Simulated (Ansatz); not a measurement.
**Geometry relaxation, with input and output: SnO (part 3 of 3)**

Continued. System: SnO (slab, 8 atoms in the cell). Method: DFT PBE+D3(BJ), scalar-relativistic, plane waves, PAW, PAW set soft_1, no spin polarisation (Ansatz 0.2.0); cutoff 420 eV, 7×7×1 k-mesh, Gaussian smearing of 0.05 eV. The structure derives from a Materials Project entry. The input holds or restrains some coordinates.

```
WARN: The output density's exchange-correlation potential varies sharply where the density is thin. Do not read a vacuum level from v_tot or v_xc, or from such a field of the output density. On a cell that repeats whose density bears no net charge and no dipole along the vacuum's axis use v_es (v_loc + v_h of the components); under efield.dipole_correction with no amplitude use v_es + v_field, which holds any external_charges[].barrier, or the levels of the report's work_function block, which leave it out; under a non-zero efield.amplitude the vacuum is tilted and has no level; on a cell that repeats and bears such a dipole with no correction it is tilted too, and efield.dipole_correction with no amplitude gives each side of its ramp a level where efield: is served; in a cell that repeats whose density bears a net charge (total_charge, or a fill off its count) it is curved and has none; of a slab under crystal.periodic whose density bears no net charge use v_es, which has a level on each side, short of where the two are joined; of another it falls or rises all the way out and has none; of a slab beside external_charges read slab_vacuum_level instead, which it has where they leave it neutral. The grid or the basis barely resolves most such structure, and the values can differ between equally converged runs; as a rule a tighter scf.convergence.dr2_threshold does not remove it. Where the density itself ripples (under the LDA too) a higher basis.ecutwfc lessens it. The files hold the spikes' plane waves up to the density's cutoff. Files: v_tot_of_output_density and the like, and their columns of v_z.tsv (output.write_potential); v_xc_of_output_density and the like, and their columns of v_comp_z.tsv (output.write_potential_components). Measured: with its Gaussian average of σ = 0.25 Å subtracted twice, the exchange-correlation potential is over 0.1 eV at 128 of the grid points where the equally averaged density (valence and model cores) is under 1e-3 e/Å³, and 0.338 eV at the most among them, at an averaged density of 1.3e-7 e/Å³. The input density's (outcome.potential() and, of a run that writes arrays, v_tot and v_xc) is over 0.1 eV, so measured, at 70 points of its own thin density, 0.247 eV at the most. See output.write_potential in the manual, Limitations
SCF converged after 6 iterations
Free energy (F): -26368.092553 eV
Harris-Foulkes:  -26368.092553 eV  (|F-HF|=8.59e-10)
Internal energy: -26368.092553 eV  (E = F + TS)
E sigma→0 (E₀):  -26368.092553 eV
Fermi energy:    2.260540 eV
Dipole field:    D = -0.000015 V/Å  (p = -0.000028 e·Å, saw-weighted, corrected)
Work function:   Φ+ = 3.9069 eV   Φ− = 3.9065 eV
Levels:          The Fermi level and band energies are counted from a zero that moves with the ramp; work functions are not
--- Per-component energies (eV) ---
  E_band       = -990.171524
  E_kinetic    = 1342.008500
  E_local      = -40230.855712  (includes V_loc(G=0)·N_el)
  E_nonlocal   = 790.044019
  E_hartree    = 19627.665040
  E_xc         = -788.170880
  E_vxc        = -683.513551  (∫ρ·V_xc dr)
  E_paw        = -18126.168503  (= ΣΔE_a)
  E_vpaw       = -1463.186276  (= ΣTr[D̂ρ^β])
  E_aug_tail   = 0.004187  (compensation charges beyond the density's cutoff)
  E_efield     = 0.000000  (sawtooth field / dipole correction)
  E_vefield    = -0.000179  (∫n·V_field dr)
  E_ewald      = 11018.619042
  E_disp       = -1.238246  (pairwise vdW)
  E_smearing   = -0.000000  (= −TS)
  E_closure    = -0.000000  (closes the sum)
  Σ components = -26368.092553   (vs F -26368.092553, Δ=0.00e0)
--- Forces (eV/Å), atoms counted from 1 ---
  atom   1  Sn     0.00000000    -0.00509395    -0.00054930
  atom   2  O      0.00000000    -0.02497134    -0.00013105
  atom   3  O      0.00000000     0.00988581    -0.00003792
  atom   4  Sn     0.00000000    -0.03010256     0.00051715
  atom   5  Sn     0.00000000     0.03010319     0.00001319
  atom   6  O      0.00000000    -0.00988572    -0.00011288
  atom   7  O      0.00000000     0.02497120    -0.00001880
  atom   8  Sn     0.00000000     0.00509420     0.00039277
  max |Σ_I F_I| component: 7.32e-5 eV/Å
--- Band table (eV; the first three rows and the last of 16) ---
  k-point 0: bands = ["-19.8130", "-19.8128", "-19.4521", "-19.4520", "-19.4098", "-19.4092", "-19.4092", "-19.4091", "-19.3989", "-19.3988", "-19.3663", "-19.3662", "-19.3638", "-19.3619", "-19.3350", "-19.3329", "-19.3278", "-19.3273", "-19.3272", "-19.3272", "-17.8819", "-17.8812", "-15.3800", "-15.3799", "-6.1830", "-6.0882", "-3.8824", "-3.8813", "-3.8811", "-3.8800", "-3.1442", "-2.7864", "-1.3000", "-1.2992", "-0.8947", "-0.8941", "-0.8939", "-0.8934", "0.4184", "1.0073", "3.6013", "3.9491", "3.9493", "4.8837", "5.9190", "6.2789", "6.3742", "6.3798"]
  k-point 1: bands = ["-19.8036", "-19.8035", "-19.4523", "-19.4521", "-19.4123", "-19.4118", "-19.4086", "-19.4084", "-19.4031", "-19.4030", "-19.3938", "-19.3932", "-19.3638", "-19.3636", "-19.3573", "-19.3555", "-19.3283", "-19.3277", "-19.3201", "-19.3182", "-17.7196", "-17.7189", "-15.4755", "-15.4754", "-6.1274", "-6.0429", "-3.8825", "-3.8724", "-3.7555", "-3.7533", "-3.3445", "-3.1067", "-1.5346", "-1.5106", "-1.0716", "-1.0704", "-0.9316", "-0.7882", "0.4711", "1.0292", "4.0743", "4.3500", "4.3640", "5.2208", "5.5286", "5.7301", "6.1751", "6.4581"]
  k-point 2: bands = ["-19.7775", "-19.7773", "-19.5452", "-19.5449", "-19.4179", "-19.4176", "-19.4123", "-19.4121", "-19.4077", "-19.4076", "-19.4052", "-19.4047", "-19.3566", "-19.3562", "-19.3404", "-19.3386", "-19.3310", "-19.3305", "-19.3162", "-19.3142", "-17.3083", "-17.3076", "-15.7629", "-15.7628", "-5.9442", "-5.8826", "-4.0330", "-3.9413", "-3.7244", "-3.7001", "-3.3910", "-3.3891", "-1.9340", "-1.9212", "-1.5459", "-1.5448", "-0.8404", "-0.4988", "0.5293", "0.9827", "4.2608", "4.6690", "4.6966", "4.9848", "5.2801", "5.7743", "6.0925", "6.4993"]
  k-point 15: bands = ["-19.7481", "-19.7477", "-19.7338", "-19.7334", "-19.4196", "-19.4194", "-19.4170", "-19.4169", "-19.3871", "-19.3869", "-19.3842", "-19.3841", "-19.3238", "-19.3232", "-19.3209", "-19.3204", "-19.3086", "-19.3074", "-19.3068", "-19.3042", "-16.3312", "-16.3308", "-16.2012", "-16.2009", "-6.6435", "-6.6324", "-6.5107", "-6.4995", "-3.2563", "-3.2316", "-3.0203", "-3.0098", "-0.5083", "-0.5069", "-0.2753", "-0.2750", "-0.2679", "0.0658", "0.1346", "0.3975", "3.6424", "3.8792", "3.9813", "4.2081", "5.6019", "5.7674", "6.1407", "6.2277"]
--- Relaxed structure (6 steps of the walk, 6 accepted, 0 SCFs on fresh bases) ---
  F+E_penalty+E_count = -26368.09255311 eV   max|allowed force component| = 5.172e-4 eV/Å
  atoms:
    - { symbol: Sn, position: [0.75, 0.25, 0.20246483269999999] }
    - { symbol: O, position: [0.25, 0.25, 0.25558809695234036] }
    - { symbol: O, position: [0.75, 0.75, 0.2555911842493523] }
    - { symbol: Sn, position: [0.25, 0.75, 0.3087028398059433] }
    - { symbol: Sn, position: [0.25, 1.0, 0.4973313722234644] }
    - { symbol: O, position: [0.75, 1.0, 0.5504444992738304] }
    - { symbol: O, position: [0.25, 0.5, 0.5504475809074398] }
    - { symbol: Sn, position: [0.75, 0.5, 0.6035711556327658] }
```

### Trajectory as extended XYZ (Å, eV, eV/Å), 6 frames, from step=1 to step=6
```
8
Lattice="3.8202 0.0000 0.0000 0.0000 3.8202 0.0000 0.0000 0.0000 22.2261" Properties=species:S:1:pos:R:3:forces:R:3 step=1 energy=-26368.08598
Sn    2.8651    0.9550    4.5000    0.0000  -0.0026   0.0021
O     0.9550    0.9550    5.6810    0.0000  -0.0128   0.0031
O     2.8651    2.8651    5.6810    0.0000   0.0050   0.0032
Sn    0.9550    2.8651    6.8621    0.0000  -0.0133   0.0311
Sn    0.9550    3.8202   11.3436    0.0000   0.0133  -0.0311
O     2.8651    3.8202   12.5247    0.0000  -0.0050  -0.0036
O     0.9550    1.9101   12.5247    0.0000   0.0128  -0.0035
Sn    2.8651    1.9101   13.7057    0.0000   0.0026  -0.0012
8
Lattice="3.8202 0.0000 0.0000 0.0000 3.8202 0.0000 0.0000 0.0000 22.2261" Properties=species:S:1:pos:R:3:forces:R:3 step=2 energy=-26368.08938
Sn    2.8651    0.9550    4.5000    0.0000  -0.0033   0.0664
O     0.9550    0.9550    5.6846    0.0000  -0.0163  -0.0009
O     2.8651    2.8651    5.6846    0.0000   0.0064  -0.0008
Sn    0.9550    2.8651    6.8687    0.0000  -0.0181  -0.0357
Sn    0.9550    3.8202   11.2433    0.0000   0.0181   0.0150
O     2.8651    3.8202   12.4265    0.0000  -0.0064  -0.0119
O     0.9550    1.9101   12.4265    0.0000   0.0163  -0.0118
Sn    2.8651    1.9101   13.6083    0.0000   0.0033  -0.0201
8
Lattice="3.8202 0.0000 0.0000 0.0000 3.8202 0.0000 0.0000 0.0000 22.2261" Properties=species:S:1:pos:R:3:forces:R:3 step=3 energy=-26368.09250
Sn    2.8651    0.9550    4.5000    0.0000  -0.0052   0.0289
O     0.9550    0.9550    5.6824    0.0000  -0.0253  -0.0036
O     2.8651    2.8651    5.6825    0.0000   0.0100  -0.0033
Sn    0.9550    2.8651    6.8642    0.0000  -0.0306  -0.0237
Sn    0.9550    3.8202   11.0500    0.0000   0.0306   0.0225
O     2.8651    3.8202   12.2319    0.0000  -0.0100  -0.0100
O     0.9550    1.9101   12.2319    0.0000   0.0253  -0.0096
Sn    2.8651    1.9101   13.4125    0.0000   0.0052  -0.0013
8
Lattice="3.8202 0.0000 0.0000 0.0000 3.8202 0.0000 0.0000 0.0000 22.2261" Properties=species:S:1:pos:R:3:forces:R:3 step=4 energy=-26368.09255
Sn    2.8651    0.9550    4.5000    0.0000  -0.0051   0.0027
O     0.9550    0.9550    5.6809    0.0000  -0.0248  -0.0007
O     2.8651    2.8651    5.6810    0.0000   0.0098  -0.0005
Sn    0.9550    2.8651    6.8616    0.0000  -0.0299  -0.0010
Sn    0.9550    3.8202   11.0569    0.0000   0.0299   0.0021
O     2.8651    3.8202   12.2375    0.0000  -0.0098  -0.0017
O     0.9550    1.9101   12.2376    0.0000   0.0248  -0.0015
Sn    2.8651    1.9101   13.4183    0.0000   0.0051   0.0006
8
Lattice="3.8202 0.0000 0.0000 0.0000 3.8202 0.0000 0.0000 0.0000 22.2261" Properties=species:S:1:pos:R:3:forces:R:3 step=5 energy=-26368.09255
Sn    2.8651    0.9550    4.5000    0.0000  -0.0051   0.0027
O     0.9550    0.9550    5.6809    0.0000  -0.0248  -0.0007
O     2.8651    2.8651    5.6810    0.0000   0.0098  -0.0006
Sn    0.9550    2.8651    6.8616    0.0000  -0.0299  -0.0010
Sn    0.9550    3.8202   11.0569    0.0000   0.0299   0.0020
O     2.8651    3.8202   12.2375    0.0000  -0.0098  -0.0016
O     0.9550    1.9101   12.2376    0.0000   0.0248  -0.0015
Sn    2.8651    1.9101   13.4183    0.0000   0.0051   0.0006
8
Lattice="3.8202 0.0000 0.0000 0.0000 3.8202 0.0000 0.0000 0.0000 22.2261" Properties=species:S:1:pos:R:3:forces:R:3 step=6 energy=-26368.09255
Sn    2.8651    0.9550    4.5000    0.0000  -0.0051  -0.0005
O     0.9550    0.9550    5.6807    0.0000  -0.0250  -0.0001
O     2.8651    2.8651    5.6808    0.0000   0.0099   0.0000
Sn    0.9550    2.8651    6.8613    0.0000  -0.0301   0.0005
Sn    0.9550    3.8202   11.0537    0.0000   0.0301   0.0000
O     2.8651    3.8202   12.2342    0.0000  -0.0099  -0.0001
O     0.9550    1.9101   12.2343    0.0000   0.0250   0.0000
Sn    2.8651    1.9101   13.4150    0.0000   0.0051   0.0004
```

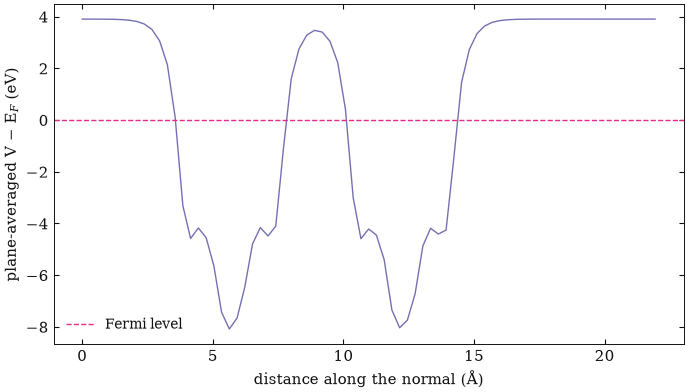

Plane average of the electrostatic potential energy of an electron across the cell, from the Fermi level. The vacuum level lies 3.91 eV above the Fermi level.

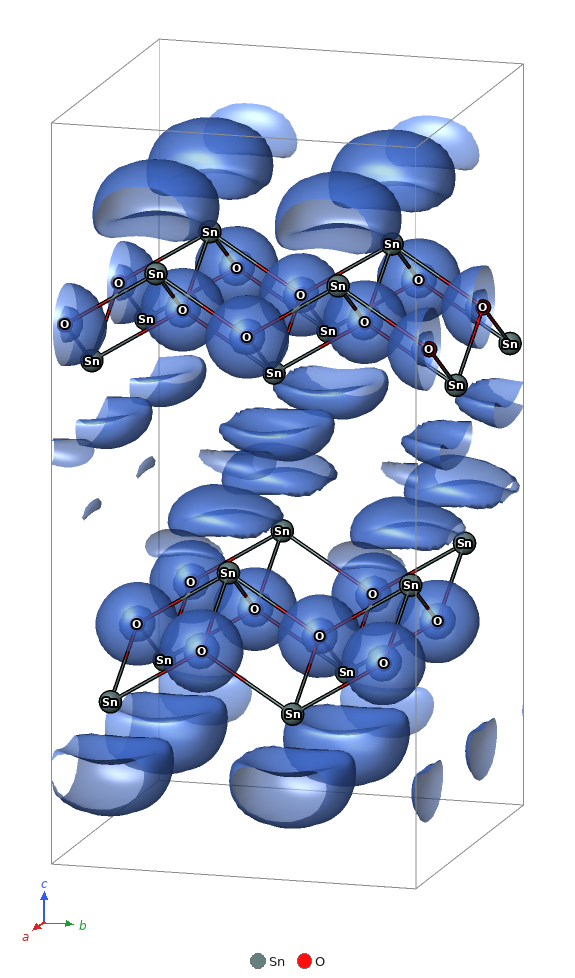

Isosurface of the electron localisation function at 0.7 (blue), seen slightly off an axis. Only the valence region is drawn (cores and ρ < 0.01 e/Å³ removed). Sticks mark near contacts. Counts are for one cell; the picture repeats the cell along the surface. Profiles from the grid: Sn–O (2.25 Å): the ELF is about 0.20 at the midpoint. Core electrons are frozen (PAW), so the fields are smoothed inside the atomic spheres.

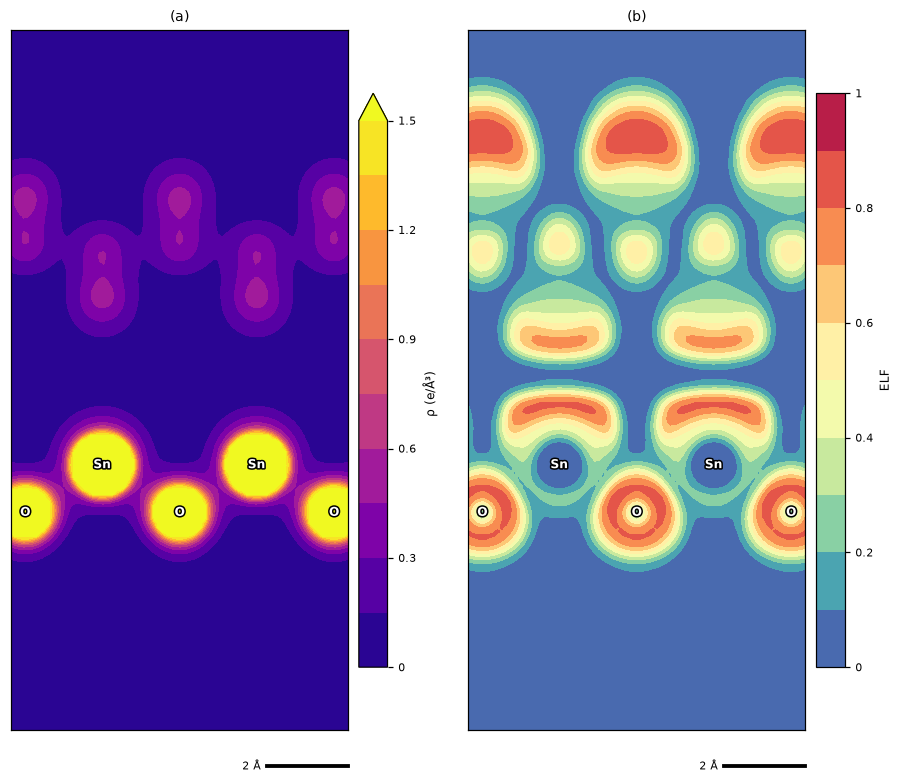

(a) valence pseudo-density; (b) electron localisation function on the (010) plane of the calculation cell, a cut from vacuum to vacuum. Sn–O (2.25 Å): ρ is about 0.44 e/Å³ halfway; the ELF is about 0.20 at the midpoint. The density dies away to nearly zero in the vacuum.

The run was set up as follows.

### Input file
```yaml
crystal:
  lattice:
    - [3.8201630995, 0.0, 0.0]
    - [0.0, 3.8201630995, 0.0]
    - [0.0, 0.0, 22.2260821294]
  atoms:
    - { symbol: Sn, position: [0.75, 0.25, 0.2024648327] }
    - { symbol: O, position: [0.25, 0.25, 0.255600357] }
    - { symbol: O, position: [0.75, 0.75, 0.255600357] }
    - { symbol: Sn, position: [0.25, 0.75, 0.3087409609] }
    - { symbol: Sn, position: [0.25, 1.0, 0.5103748521] }
    - { symbol: O, position: [0.75, 1.0, 0.5635158198] }
    - { symbol: O, position: [0.25, 0.5, 0.5635158198] }
    - { symbol: Sn, position: [0.75, 0.5, 0.6166487538] }
basis:
  ecutwfc: 420
kpoints:
  mp_grid: { grid: [7, 7, 1] }
hamiltonian:
  xc: pbe
  pseudopotentials: { kind: paw, azcp: { folder: soft_1 } }
  dispersion: d3bj
scf:
  occupations: { method: gaussian, width: 0.05 }
output:
  forces: true
  eigenvalues: true
  write_density: true
  write_potential: true
  elf: true
  volumetric_format: npy
relax:
  adjacent_minimum: "off"
  f_tol: 0.003
  max_steps: 20
  constraints: [{ site: 0 }, { sites: [1, 2, 3, 4, 5, 6, 7], fix: xy }]
efield:
  axis: 3
  dipole_correction: true
  ramp_width: 0.04
```

Launched with:
```bash
ansatz run input.yaml --threads 2 --pin off --max-ram 6144MiB --backend cpu --events-out ev --progress --plain --runs-dir out
```

### Key numbers

| quantity | value |
| --- | --- |
| outcome | converged under the restraints of the input |
| electrons treated | 80 |
| free energy | −26368.0926 eV |
| work function, top face | 3.91 eV |
| work function, bottom face | 3.91 eV |
| Fermi energy | 2.261 eV |
| gap on the k-point mesh | 2.44 eV |
| final volume | 324.36 Å³ |
| work function (upper face) | 3.91 eV |
| largest force (length of the vector) at the end, held atoms and coordinates included | 0.030 eV/Å |
| hardware | 2 threads of Arm Neoverse N1, 98 GiB of memory available, shared host |
| wall time | 2.8 min (CPU time 5.4 min) |
| peak memory | 0.59 GiB |

### Remarks

Warnings of the run: the exchange-correlation potential is rough where the density is thin.
